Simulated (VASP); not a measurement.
**ZrS$_{2}$: geometry relaxation (part 4 of 4)**

ZrS$_{2}$ (P-3m1, 3 atoms in the cell); Kohn-Sham DFT of a periodic cell, LDA, VASP PAW LDA potentials, recommended, no spin polarisation (VASP 6.6.1); cutoff 300 eV, 4×4×2 k-mesh, Gaussian smearing of 0.02 eV. The structure derives from a Materials Project entry.

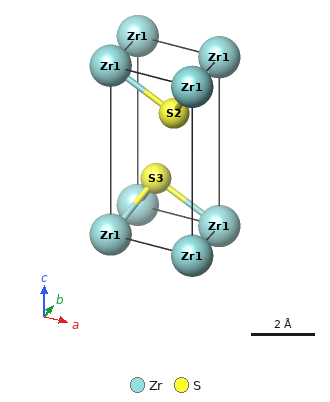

Fig. 1: The geometry at step 13 of the log (ball-and-stick view of the cell of the calculation, seen slightly off an axis; atoms are numbered from 1 in the order of the input).

**Parts of OUTCAR, continued**
```
 val. band max:        5.5320300190   @ k =   0.0000   0.0000   0.0000
 cond. band min:       5.9755673905   @ k =   0.5000  -0.0000   0.5000
 fundamental gap:      0.4435373715
 Fermi energy:         5.6449201053

 k-point     1 :       0.0000    0.0000    0.0000
  band No.  band energies     occupation
      1     -43.3321      2.00000
      2     -21.6054      2.00000
      3     -21.4161      2.00000
      4     -21.4161      2.00000
      5      -7.6389      2.00000
      6      -5.8458      2.00000
      7       0.4327      2.00000
      8       2.3592      2.00000
      9       2.3592      2.00000
     10       5.2501      2.00000
     11       5.2501      2.00000
     12       5.5320      2.00000
     13       6.7367      0.00000
     14       6.7367      0.00000
     15       7.4904      0.00000
     16      10.1438      0.00000

 k-point     2 :       0.2500   -0.0000    0.0000
  band No.  band energies     occupation
      1     -43.3197      2.00000
      2     -21.5833      2.00000
      3     -21.5663      2.00000
      4     -21.4511      2.00000
      5      -7.0117      2.00000
      6      -6.0276      2.00000
      7       1.2740      2.00000
      8       2.0673      2.00000
      9       2.6595      2.00000
     10       2.6700      2.00000
     11       4.2050      2.00000
     12       4.7757      2.00000
     13       6.5632      0.00000
     14       7.9139      0.00000
     15       8.1939      0.00000
     16      10.3777      0.00000

 k-point     3 :       0.5000   -0.0000    0.0000
  band No.  band energies     occupation
      1     -43.3073      2.00000
      2     -21.7387      2.00000
      3     -21.5327      2.00000
      4     -21.4864      2.00000
      5      -6.4464      2.00000
      6      -6.0056      2.00000
      7       0.6241      2.00000
      8       2.5746      2.00000
      9       2.6569      2.00000
     10       2.7245      2.00000
     11       3.1939      2.00000
     12       3.9506      2.00000
     13       6.2035      0.00000
     14       8.5888      0.00000
     15       8.9354      0.00000
     16      11.2739      0.00000

 k-point     4 :       0.2500    0.2500    0.0000
  band No.  band energies     occupation
      1     -43.3072      2.00000
      2     -21.6763      2.00000
      3     -21.5525      2.00000
      4     -21.5312      2.00000
      5      -6.2865      2.00000
      6      -6.1667      2.00000
      7       1.3516      2.00000
      8       1.9005      2.00000
      9       2.2548      2.00000
     10       2.7496      2.00000
     11       3.0260      2.00000
     12       4.0475      2.00000
     13       7.2538      0.00000
     14       8.2256      0.00000
     15       8.6975      0.00000
     16       9.9194      0.00000

 k-point     5 :       0.0000    0.0000    0.5000
  band No.  band energies     occupation
      1     -43.3320      2.00000
      2     -21.6071      2.00000
      3     -21.4156      2.00000
      4     -21.4156      2.00000
      5      -7.1958      2.00000
      6      -6.5128      2.00000
      7       1.9482      2.00000
      8       2.4266      2.00000
      9       2.4266      2.00000
     10       3.1651      2.00000
     11       5.0139      2.00000
     12       5.0139      2.00000
     13       6.6742      0.00000
     14       6.6742      0.00000
     15       7.9283      0.00000
     16      10.7727      0.00000

 k-point     6 :       0.2500   -0.0000    0.5000
  band No.  band energies     occupation
      1     -43.3196      2.00000
      2     -21.5834      2.00000
      3     -21.5672      2.00000
      4     -21.4509      2.00000
      5      -6.6639      2.00000
      6      -6.4345      2.00000
      7       1.2469      2.00000
      8       2.0346      2.00000
      9       2.6224      2.00000
     10       3.1741      2.00000
     11       4.2432      2.00000
     12       4.4628      2.00000
     13       6.4863      0.00000
     14       8.0149      0.00000
     15       8.5911      0.00000
     16       9.8409      0.00000

 k-point     7 :       0.5000   -0.0000    0.5000
  band No.  band energies     occupation
      1     -43.3072      2.00000
      2     -21.7382      2.00000
      3     -21.5330      2.00000
      4     -21.4860      2.00000
      5      -6.5975      2.00000
      6      -5.8047      2.00000
      7       0.4671      2.00000
      8       1.7211      2.00000
      9       2.4664      2.00000
     10       2.8736      2.00000
     11       4.4020      2.00000
     12       4.6498      2.00000
     13       5.9756      0.00000
     14       8.5743      0.00000
     15       8.9262      0.00000
     16      10.4860      0.00000

 k-point     8 :       0.2500    0.2500    0.5000
  band No.  band energies     occupation
      1     -43.3072      2.00000
      2     -21.6759      2.00000
      3     -21.5526      2.00000
      4     -21.5315      2.00000
      5      -6.3617      2.00000
      6      -6.0852      2.00000
      7       1.2566      2.00000
      8       1.3314      2.00000
      9       2.8257      2.00000
     10       2.8481      2.00000
     11       3.4478      2.00000
     12       3.9757      2.00000
     13       7.3150      0.00000
     14       7.5906      0.00000
     15       8.7514      0.00000
     16      10.2672      0.00000

------------------------ aborting loop because EDIFF is reached ----------------------------------------

  FORCE on cell =-STRESS in cart. coord.  units (eV):
  Direction    XX          YY          ZZ          XY          YZ          ZX
  --------------------------------------------------------------------------------------
  -------------------------------------------------------------------------------------
  Total       -0.0011204     -0.0011204     -0.0147629     -0.0000000      0.0000000      0.0000000
  in kB       -0.0282483     -0.0282483     -0.3722162     -0.0000000      0.0000000      0.0000000
  external PRESSURE =      -0.1429043 kB  Pullay stress =       0.0000000 kB

 VOLUME and BASIS-vectors are now :
 -----------------------------------------------------------------------------
  energy-cutoff  :      300.00
  volume of cell :       63.55
      direct lattice vectors                 reciprocal lattice vectors
     3.611115267 -0.000000000  0.000000000     0.276922758  0.159881429 -0.000000000
    -1.805557629  3.127317554  0.000000000     0.000000000  0.319762858 -0.000000000
     0.000000000  0.000000000  5.626945718    -0.000000000 -0.000000000  0.177716305

 POSITION                                       TOTAL-FORCE (eV/Angst)
 -----------------------------------------------------------------------------------
     -0.00000      0.00000      0.00000         0.000000     -0.000000      0.000000
      1.80556      1.04244      4.18520         0.000000     -0.000000     -0.000268
     -0.00000      2.08488      1.44175        -0.000000      0.000000      0.000268
 -----------------------------------------------------------------------------------
    total drift:                               -0.000000      0.000000     -0.000000

  FREE ENERGIE OF THE ION-ELECTRON SYSTEM (eV)
  ---------------------------------------------------
  free  energy   TOTEN  =       -23.3160740726 eV

  energy  without entropy=      -23.3160740726  energy(sigma->0) =      -23.31607407

 reached required accuracy - stopping structural energy minimisation
```

**CONTCAR**
```
ZrS2
   1.00000000000000
     3.6111152669315549   -0.0000000000987815    0.0000000000000000
    -1.8055576286330635    3.1273175535065341    0.0000000000000001
     0.0000000000000000    0.0000000000000000    5.6269457184209442
  Zr              S
     1     2
Direct
     0.0000000000000000    0.0000000000000000    0.0000000000000000
     0.6666666699999979    0.3333333300000021    0.7437777312784278
     0.3333333300000021    0.6666666699999979    0.2562222687215722

  0.00000000E+00  0.00000000E+00  0.00000000E+00
  0.00000000E+00  0.00000000E+00  0.00000000E+00
  0.00000000E+00  0.00000000E+00  0.00000000E+00
```

**Trajectory as extended XYZ (Å, eV, eV/Å), 22 of the 25 frames kept, from step=0 to step=24**
```
3
Lattice="3.6711 0.0000 0.0000 -1.8356 3.1793 0.0000 0.0000 0.0000 6.1079" Properties=species:S:1:pos:R:3:forces:R:3 step=0 energy=-23.24183
Zr    0.0000    0.0000    0.0000    0.0000   0.0000   0.0000
S     1.8356    1.0598    4.6662    0.0000   0.0000   0.2425
S     0.0000    2.1195    1.4418    0.0000   0.0000  -0.2425
3
Lattice="3.5726 -0.0000 0.0000 -1.7863 3.0939 0.0000 -0.0000 -0.0000 5.9537" Properties=species:S:1:pos:R:3:forces:R:3 step=1 energy=-23.22064
Zr    0.0000    0.0000    0.0000    0.0000   0.0000   0.0000
S     1.7863    1.0313    4.5597    0.0000   0.0000  -0.9035
S     0.0000    2.0626    1.3939    0.0000   0.0000   0.9035
3
Lattice="3.6276 -0.0000 0.0000 -1.8138 3.1416 0.0000 -0.0000 -0.0000 6.0398" Properties=species:S:1:pos:R:3:forces:R:3 step=2 energy=-23.27245
Zr   -1.8138    3.1416    0.0000    0.0000   0.0000   0.0000
S     1.8138    1.0472    4.6191    0.0000   0.0000  -0.2267
S     0.0000    2.0944    1.4208    0.0000   0.0000   0.2267
3
Lattice="3.6268 -0.0000 0.0000 -1.8134 3.1409 0.0000 -0.0000 -0.0000 6.0385" Properties=species:S:1:pos:R:3:forces:R:3 step=3 energy=-23.27245
Zr    0.0000    0.0000    0.0000    0.0000   0.0000   0.0000
S     1.8134    1.0470    4.6182    0.0000   0.0000  -0.2370
S     0.0000    2.0939    1.4203    0.0000   0.0000   0.2370
3
Lattice="3.6082 -0.0000 0.0000 -1.8041 3.1248 0.0000 0.0000 -0.0000 5.9521" Properties=species:S:1:pos:R:3:forces:R:3 step=5 energy=-23.28967
Zr    0.0000    0.0000    0.0000    0.0000   0.0000   0.0000
S     1.8041    1.0416    4.5141    0.0000   0.0000  -0.1319
S     0.0000    2.0832    1.4380    0.0000   0.0000   0.1319
3
Lattice="3.5805 -0.0000 0.0000 -1.7902 3.1008 0.0000 0.0000 -0.0000 5.8225" Properties=species:S:1:pos:R:3:forces:R:3 step=6 energy=-23.30176
Zr    0.0000    0.0000    5.8225    0.0000   0.0000   0.0000
S     1.7902    1.0336    4.3593    0.0000   0.0000   0.0309
S     0.0000    2.0672    1.4632    0.0000   0.0000  -0.0309
3
Lattice="3.5861 -0.0000 0.0000 -1.7930 3.1056 0.0000 0.0000 -0.0000 5.7851" Properties=species:S:1:pos:R:3:forces:R:3 step=7 energy=-23.30632
Zr    0.0000    0.0000    0.0000    0.0000   0.0000   0.0000
S     1.7930    1.0352    4.3239    0.0000   0.0000   0.0474
S     0.0000    2.0704    1.4612    0.0000   0.0000  -0.0474
3
Lattice="3.6030 -0.0000 0.0000 -1.8015 3.1203 0.0000 0.0000 -0.0000 5.6730" Properties=species:S:1:pos:R:3:forces:R:3 step=8 energy=-23.31430
Zr    0.0000    0.0000    5.6730    0.0000   0.0000   0.0000
S     1.8015    1.0401    4.2179    0.0000   0.0000   0.0989
S     0.0000    2.0802    1.4551    0.0000   0.0000  -0.0989
3
Lattice="3.6091 -0.0000 0.0000 -1.8045 3.1256 0.0000 0.0000 -0.0000 5.6323" Properties=species:S:1:pos:R:3:forces:R:3 step=9 energy=-23.31483
Zr    0.0000    0.0000    0.0000    0.0000   0.0000   0.0000
S     1.8045    1.0419    4.1796    0.0000   0.0000   0.1216
S     0.0000    2.0837    1.4528    0.0000   0.0000  -0.1216
3
Lattice="3.6055 -0.0000 0.0000 -1.8027 3.1224 0.0000 0.0000 -0.0000 5.6010" Properties=species:S:1:pos:R:3:forces:R:3 step=10 energy=-23.31561
Zr    0.0000    0.0000    0.0000    0.0000   0.0000   0.0000
S     1.8027    1.0408    4.1573    0.0000   0.0000   0.0052
S     0.0000    2.0816    1.4437    0.0000   0.0000  -0.0052
3
Lattice="3.6064 -0.0000 0.0000 -1.8032 3.1232 0.0000 0.0000 -0.0000 5.6088" Properties=species:S:1:pos:R:3:forces:R:3 step=11 energy=-23.31571
Zr    0.0000    0.0000    0.0000    0.0000   0.0000   0.0000
S     1.8032    1.0411    4.1628    0.0000   0.0000   0.0344
S     0.0000    2.0821    1.4460    0.0000   0.0000  -0.0344
3
Lattice="3.6141 -0.0000 0.0000 -1.8070 3.1299 0.0000 0.0000 0.0000 5.6049" Properties=species:S:1:pos:R:3:forces:R:3 step=13 energy=-23.31589
Zr    0.0000    0.0000    0.0000    0.0000   0.0000   0.0000
S     1.8070    1.0433    4.1638    0.0000   0.0000   0.0172
S     0.0000    2.0866    1.4410    0.0000   0.0000  -0.0172
3
Lattice="3.6124 -0.0000 0.0000 -1.8062 3.1284 0.0000 0.0000 0.0000 5.6057" Properties=species:S:1:pos:R:3:forces:R:3 step=14 energy=-23.31591
Zr    0.0000    0.0000    0.0000    0.0000   0.0000   0.0000
S     1.8062    1.0428    4.1636    0.0000   0.0000   0.0207
S     0.0000    2.0856    1.4421    0.0000   0.0000  -0.0207
3
Lattice="3.6110 -0.0000 0.0000 -1.8055 3.1272 0.0000 0.0000 -0.0000 5.6064" Properties=species:S:1:pos:R:3:forces:R:3 step=15 energy=-23.31590
Zr    0.0000    0.0000    0.0000    0.0000   0.0000   0.0000
S     1.8055    1.0424    4.1634    0.0000   0.0000   0.0237
S     0.0000    2.0848    1.4430    0.0000   0.0000  -0.0237
3
Lattice="3.6115 -0.0000 0.0000 -1.8057 3.1276 0.0000 0.0000 0.0000 5.6062" Properties=species:S:1:pos:R:3:forces:R:3 step=16 energy=-23.31591
Zr    0.0000    0.0000    0.0000    0.0000   0.0000   0.0000
S     1.8057    1.0425    4.1635    0.0000   0.0000   0.0228
S     0.0000    2.0851    1.4427    0.0000   0.0000  -0.0228
3
Lattice="3.6119 -0.0000 0.0000 -1.8060 3.1280 0.0000 0.0000 0.0000 5.6059" Properties=species:S:1:pos:R:3:forces:R:3 step=17 energy=-23.31591
Zr    0.0000    0.0000    0.0000    0.0000   0.0000   0.0000
S     1.8060    1.0427    4.1636    0.0000   0.0000   0.0219
S     0.0000    2.0853    1.4424    0.0000   0.0000  -0.0219
3
Lattice="3.6122 -0.0000 0.0000 -1.8061 3.1282 0.0000 0.0000 0.0000 5.6058" Properties=species:S:1:pos:R:3:forces:R:3 step=18 energy=-23.31591
Zr    0.0000    0.0000    0.0000    0.0000   0.0000   0.0000
S     1.8061    1.0427    4.1636    0.0000   0.0000   0.0216
S     0.0000    2.0855    1.4423    0.0000   0.0000  -0.0216
3
Lattice="3.6115 -0.0000 0.0000 -1.8058 3.1277 0.0000 0.0000 0.0000 5.6070" Properties=species:S:1:pos:R:3:forces:R:3 step=19 energy=-23.31596
Zr    0.0000    0.0000    0.0000    0.0000   0.0000   0.0000
S     1.8058    1.0426    4.1658    0.0000   0.0000   0.0050
S     0.0000    2.0851    1.4413    0.0000   0.0000  -0.0050
3
Lattice="3.6112 -0.0000 0.0000 -1.8056 3.1274 0.0000 0.0000 0.0000 5.6107" Properties=species:S:1:pos:R:3:forces:R:3 step=21 energy=-23.31600
Zr    0.0000    0.0000    5.6107    0.0000   0.0000   0.0000
S     1.8056    1.0425    4.1698    0.0000   0.0000  -0.0025
S     0.0000    2.0849    1.4409    0.0000   0.0000   0.0025
3
Lattice="3.6112 -0.0000 0.0000 -1.8056 3.1274 0.0000 0.0000 0.0000 5.6198" Properties=species:S:1:pos:R:3:forces:R:3 step=22 energy=-23.31606
Zr    0.0000    0.0000    0.0000    0.0000   0.0000   0.0000
S     1.8056    1.0425    4.1784    0.0000   0.0000  -0.0011
S     0.0000    2.0849    1.4414    0.0000   0.0000   0.0011
3
Lattice="3.6111 -0.0000 0.0000 -1.8055 3.1273 0.0000 -0.0000 0.0000 5.6379" Properties=species:S:1:pos:R:3:forces:R:3 step=23 energy=-23.31602
Zr    3.6111    0.0000    5.6379    0.0000   0.0000   0.0000
S     1.8055    1.0424    4.1956    0.0000   0.0000   0.0024
S     0.0000    2.0848    1.4423    0.0000   0.0000  -0.0024
3
Lattice="3.6111 -0.0000 0.0000 -1.8056 3.1273 0.0000 0.0000 0.0000 5.6269" Properties=species:S:1:pos:R:3:forces:R:3 step=24 energy=-23.31607
Zr    0.0000    0.0000    0.0000    0.0000   0.0000   0.0000
S     1.8056    1.0424    4.1852    0.0000   0.0000  -0.0003
S     0.0000    2.0849    1.4417    0.0000   0.0000   0.0003
```

The run was set up as follows.

**INCAR**
```
ALGO     = Normal         # electronic algorithm
EDIFF    = 1E-6           # SCF threshold, eV
EDIFFG   = -0.005         # ionic threshold
ENCUT    = 300            # plane-wave cutoff, eV
IBRION   = 2              # ionic algorithm
ISIF     = 3              # what is computed and relaxed
ISMEAR   = 0              # smearing method
LASPH    = T              # aspherical terms in the spheres
LCHARG   = F              # write CHGCAR
LREAL    = F              # projectors in reciprocal space
LWAVE    = F              # write WAVECAR
NELM     = 80             # most SCF steps
NSW      = 60             # ionic steps
PREC     = Accurate       # precision mode
SIGMA    = 0.02           # smearing width, eV
```

**KPOINTS**
```
k-points
0
Gamma
  4 4 2
```

**POSCAR**
```
ZrS2
1.0
    3.6711300500      0.0000000000      0.0000000000
   -1.8355650200      3.1792918800      0.0000000000
    0.0000000000      0.0000000000      6.1079144200
Zr S
1 2
Direct
    0.0000000000      0.0000000000      0.0000000000
    0.6666666700      0.3333333300      0.7639520500
    0.3333333300      0.6666666700      0.2360479500
```

Launched with:
```bash
cat potpaw_LDA.64/Zr_sv/POTCAR potpaw_LDA.64/S/POTCAR > POTCAR
mpirun -np 1 vasp_std > vasp.out
```

**Summary**

```tsv
quantity	value
outcome	converged
space group (tolerance 0.01 Å)	P-3m1 (164)
electrons treated	24
free energy	−23.3161 eV
Fermi energy	5.645 eV
gap on the k-point mesh	0.44 eV
pressure	−0.01 GPa
final volume	63.55 Å³
largest force (length of the vector) at the end	under 0.001 eV/Å
final cell	a = 3.611 Å, b = 3.611 Å, c = 5.627 Å, α = 90.00°, β = 90.00°, γ = 120.00°
hardware	1 thread of AMD EPYC (Zen 5), 96 GiB of memory available, shared host
wall time	26 s
peak memory	0.11 GiB
```

**Notes**

The volume changed by more than 5 % on the plane waves of the start, so the result carries a basis error; a second relaxation from the end is advised.
